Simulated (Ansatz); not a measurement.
**Field-gradient calculation, with input and output: Se**

Se (P1, 3 atoms in the cell), computed with DFT, PBEsol, PAW with Ansatz's default frozen-core files, scalar-relativistic, no spin polarisation (Ansatz 0.2.0).

The structure derives from an entry of the Crystallography Open Database. It belongs to a series of runs on one base structure; here: equal xy, yz and zx shear strains of -2 %, PAW files. Figures and captions count atoms from 1; the log counts them from 0 in places.

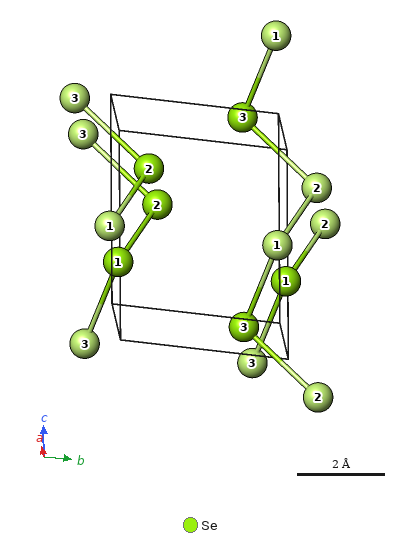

Fig. 1: The structure (ball-and-stick view of the cell of the calculation, seen at an oblique angle; neighbours outside the cell are drawn fainter; atoms are numbered from 1 in the order of the input). An atom can appear more than once, as a periodic image. Near neighbours in the periodic cell (some may lie outside the picture): Se has 2 Se at 2.33 to 2.40 Å.

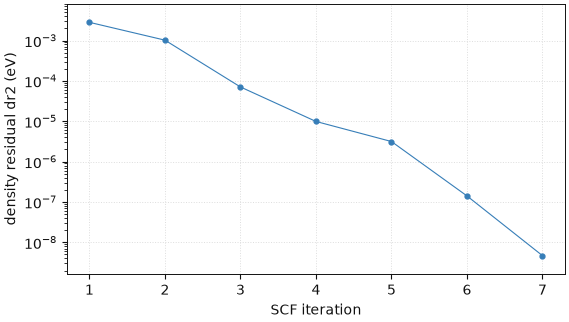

Fig. 2: Convergence of the self-consistent field: density residual dr2 against the SCF iteration. The residual falls at every step.

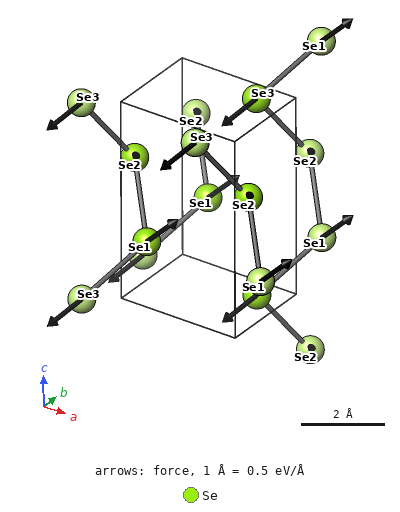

Fig. 3: Forces on the atoms as black arrows (ball-and-stick view of the cell of the calculation, seen slightly off an axis; neighbours outside the cell are drawn fainter; atoms are numbered from 1 in the order of the input). The largest act on Se3 (0.58 eV/Å); Se1 (0.55 eV/Å). The geometry is not a stationary point of this energy.

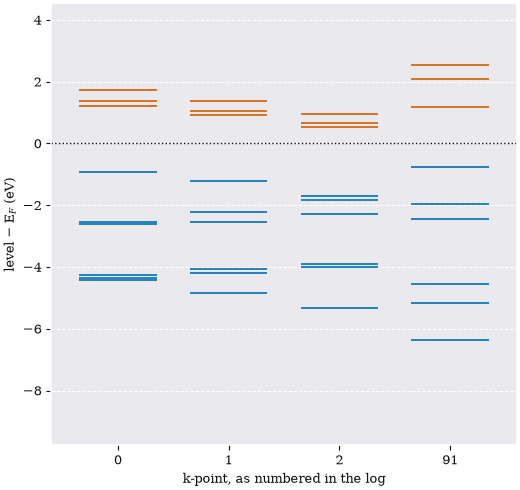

Fig. 4: Kohn–Sham levels near the Fermi level (dotted) at the few k-points that the log prints; levels within 0.02 eV of each other stand side by side. Among these points the highest filled and lowest empty levels are 1.31 eV apart; the gap on the full mesh, 1.10 eV, has an edge at a point that isn't printed.

These pictures come from the run below.

### The input
```yaml
crystal:
  lattice:
    - [4.3661999489, -0.0436619995, -0.0436619995]
    - [-2.2209123752, 3.8030710735, -0.015981401]
    - [-0.049536, -0.049536, 4.9536]
  atoms:
    - { symbol: Se, position: [0.2254, 0.0, 0.3333333333] }
    - { symbol: Se, position: [0.0, 0.2254, 0.6666666667] }
    - { symbol: Se, position: [0.7746, 0.7746, 0.0] }
kpoints:
  mp_grid: { grid: [6, 6, 5] }
scf:
  occupations: { method: fermi_dirac, width: 0.03 }
hamiltonian:
  xc: pbesol
  pseudopotentials: { kind: paw }
output:
  forces: true
  stress: true
  eigenvalues: true
  efg: { contact_densities: true }
```

Launch command:
```bash
ansatz run input.yaml --threads 1 --pin off --max-ram 6144MiB --backend cpu --events-out ev --progress --plain --runs-dir out
```

### The program's output
```
Engine: ansatz 0.2.0, aarch64-unknown-linux-gnu
Pseudopotentials: kind: paw
Pseudopotential: Se, paw, valence charge 16, recommended cutoff 420 eV (normal), Se.paw.azcp
Functional definition: PBEsol
  exchange = pbesol_x
  correlation = pbesol_c
Crystal: 3 atoms, lattice volume = 81.758 Å³
Basis set: ecut = 420 eV, 1601 PW (Γ), exchange–correlation on 60×60×72 points (8 copies of the dense FFT grid, shifted against one another)
Bands: 29, of which v1, the nominal top of the filled ones, is band 24 counted from 1 (23 counted from 0)
Symmetry: 1 space group operations
Space group: P1 (ITA 1), of the structure as read, at distance tolerance 4.3e-5 Å
k-points: 92 of 180 (time reversal used)
Non-local potential: Se, projectors of the file, l = 0: 2, l = 1: 2, l = 2: 3, l = 3: 1
PAW form: soft (Blöchl's): semilocal exchange-correlation on the pseudo side does not see the compensation charge
PAW frozen core: Se, regenerated for the run's functional, and the local potential with it (the file was generated under x = pbe(κ = 0.804, μ = 0.2195149727645171), c = pbe(β = 0.06672455060314922))
PAW one-centre angular grid: Se, 590 points (default); XC on 64 Gauss nodes
Initial density: superposition of atomic densities (neutral atoms: chi_scale 0, normalization atom), corrected by the library's trained network
Initial wavefunctions: pseudopotential atomic-orbital guess
Functional: x = pbesol(κ = 0.804, μ = 0.12345679012345678), c = pbesol(β = 0.046)
SCF iter   1: F=—  HF=-16272.533155 eV  |F-HF|=—  |Δ(HF+E_count)|=         —  Δρ=2.18e-3  dr2=2.82e-3  ethr=1.77e-3  ⟨swp⟩=6.1  Hψ=11533  notcnv=0
preconditioner: auto → Resta (q_TF=auto, 2.497 Å⁻¹)  ε∞=3.8  [insulator: Δε(μ)=1.100 eV  Ē_g=10.386 eV  σ=0.030 eV  W_gap=1.00  n_scr=20 (ndim 8)  ℏωp=17.4 eV  f_vac=0.096  D(μ)=0.00/eV (n_scr^D=0)  ε∞_Penn≈3.8]
SCF iter   2: F=—  HF=-16272.532915 eV  |F-HF|=—  |Δ(HF+E_count)|=   2.40e-4  Δρ=1.29e-3  dr2=1.02e-3  ethr=5.87e-6  ⟨swp⟩=3.0  Hψ=5894  notcnv=0  defer=84
SCF iter   3: F=—  HF=-16272.533379 eV  |F-HF|=—  |Δ(HF+E_count)|=   4.64e-4  Δρ=2.50e-4  dr2=7.06e-5  ethr=2.13e-6  ⟨swp⟩=2.0  Hψ=3788  notcnv=0  defer=84
SCF iter   4: F=—  HF=-16272.533446 eV  |F-HF|=—  |Δ(HF+E_count)|=   6.70e-5  Δρ=8.84e-5  dr2=9.87e-6  ethr=1.47e-7  ⟨swp⟩=2.0  Hψ=3346  notcnv=0  defer=84
SCF iter   5: F=—  HF=-16272.533458 eV  |F-HF|=—  |Δ(HF+E_count)|=   1.23e-5  Δρ=4.51e-5  dr2=3.14e-6  ethr=2.06e-8  ⟨swp⟩=2.0  Hψ=4690  notcnv=0  defer=84
SCF iter   6: F=—  HF=-16272.533457 eV  |F-HF|=—  |Δ(HF+E_count)|=   3.86e-7  Δρ=1.29e-5  dr2=1.41e-7  ethr=6.55e-9  ⟨swp⟩=2.0  Hψ=4792  notcnv=0  defer=84
SCF iter   7: F=-16272.533458 eV  HF=-16272.533458 eV  |F-HF|=8.19e-9  |Δ(HF+E_count)|=   2.27e-7  Δρ=2.56e-6  dr2=4.67e-9  ethr=2.08e-10  ⟨swp⟩=7.1  Hψ=11194  notcnv=0
SCF 1 converged in 7 iterations: F = -16272.533458 eV  dr2 = 4.67e-9
  greatest PAW one-centre occupation: 1.000 electrons in one spin orbital (limit 2), on the Se atom at site 2 (counted from 0), in its partial waves of l = 2
SCF converged after 7 iterations
Free energy (F): -16272.533458 eV
Harris-Foulkes:  -16272.533458 eV  (|F-HF|=8.19e-9)
Internal energy: -16272.533458 eV  (E = F + TS)
E sigma→0 (E₀):  -16272.533458 eV
Fermi energy:    7.289862 eV
--- Per-component energies (eV) ---
  E_band       = -1233.045898
  E_kinetic    = 351.686552
  E_local      = -7748.891091  (includes V_loc(G=0)·N_el)
  E_nonlocal   = -1774.082584
  E_hartree    = 3790.233272
  E_xc         = -308.026955
  E_vxc        = -291.569813  (∫ρ·V_xc dr)
  E_paw        = -5605.487092  (= ΣΔE_a)
  E_vpaw       = 649.346207  (= ΣTr[D̂ρ^β])
  E_aug_tail   = -0.001807  (compensation charges beyond the density's cutoff)
  E_ewald      = -4980.989104
  E_core_change = 3.025351  (= ΣΔE_core)
  E_smearing   = -0.000000  (= −TS)
  E_closure    = -0.000000  (closes the sum)
  Σ components = -16272.533458   (vs F -16272.533458, Δ=0.00e0)
--- Forces (eV/Å), atoms counted from 1 ---
  atom   1  Se     0.39654126     0.17007416     0.34571106
  atom   2  Se    -0.05183073     0.09377317     0.03611500
  atom   3  Se    -0.34470951    -0.26384872    -0.38182608
  max |Σ_I F_I| component: 1.39e-6 eV/Å
--- Stress (GPa, compression-positive) ---
        0.247460       0.746894       1.499999
        0.746894      -0.648912       1.016508
        1.499998       1.016508       1.298631
  P = ⅓ Tr σ = 0.2991 GPa (2.991 kbar)
--- PAW observables at the nuclei: V_zz in 10²¹ V/m², potentials from the cell's mean, atoms counted from 1 ---
  atom   1  Se V_zz =   -49.641795   η = 0.3520   by run symmetry: allowed
            electrostatic potential = -4707.445083 V   contact ρ = 262420.513074 e/Å³
  atom   2  Se V_zz =   -52.217418   η = 0.3197   by run symmetry: allowed
            electrostatic potential = -4707.484336 V   contact ρ = 262420.564983 e/Å³
  atom   3  Se V_zz =   -50.092380   η = 0.3486   by run symmetry: allowed
            electrostatic potential = -4707.446716 V   contact ρ = 262420.844881 e/Å³
--- Band table (eV; the first three rows and the last of 92) ---
  k-point 0: bands = ["-41.5432", "-41.5165", "-41.4985", "-41.4880", "-41.4544", "-41.4271", "-41.3257", "-41.3208", "-41.2775", "-41.2734", "-41.2712", "-41.2439", "-41.2257", "-41.2208", "-41.1773", "-9.1013", "-5.0521", "-4.8757", "2.8801", "2.9327", "3.0220", "4.6981", "4.7342", "6.3675", "8.4868", "8.6493", "9.0295", "12.6855", "13.1108"]
  k-point 1: bands = ["-41.5466", "-41.5123", "-41.4998", "-41.4845", "-41.4538", "-41.4313", "-41.3259", "-41.3205", "-41.2776", "-41.2733", "-41.2712", "-41.2425", "-41.2257", "-41.2217", "-41.1773", "-8.9126", "-6.2806", "-3.6993", "2.4469", "3.0884", "3.2117", "4.7614", "5.0671", "6.0799", "8.2044", "8.3377", "8.6742", "13.5071", "13.5451"]
  k-point 2: bands = ["-41.5507", "-41.5064", "-41.5024", "-41.4780", "-41.4511", "-41.4406", "-41.3262", "-41.3202", "-41.2776", "-41.2732", "-41.2712", "-41.2400", "-41.2257", "-41.2234", "-41.1774", "-8.3627", "-7.4349", "-2.8393", "1.9784", "3.2981", "3.3732", "5.0135", "5.4701", "5.5837", "7.8319", "7.9578", "8.2431", "13.0213", "13.7278"]
  k-point 91: bands = ["-41.5507", "-41.5062", "-41.5023", "-41.4778", "-41.4511", "-41.4405", "-41.3262", "-41.3201", "-41.2777", "-41.2730", "-41.2713", "-41.2407", "-41.2257", "-41.2234", "-41.1770", "-7.9820", "-7.1165", "-3.8440", "0.9381", "2.1413", "2.7472", "4.8437", "5.3443", "6.5263", "8.4768", "9.3867", "9.8396", "12.9900", "14.5704"]
```

### Key numbers

| quantity | value |
| --- | --- |
| outcome | converged |
| space group (tolerance 0.01 Å) | P1 (1) |
| electrons treated | 48 |
| free energy | −16272.5335 eV |
| Fermi energy | 7.290 eV |
| gap on the k-point mesh | 1.10 eV |
| pressure | 0.30 GPa |
| field gradient V_zz (10²¹ V/m²) | Se −49.64, Se −52.22, Se −50.09 |
| largest force (length of the vector) | 0.578 eV/Å |
| hardware | 1 thread of Arm Neoverse V1, 24 GiB of memory available, shared host |
| wall time | 22 s |
| peak memory | 0.42 GiB |
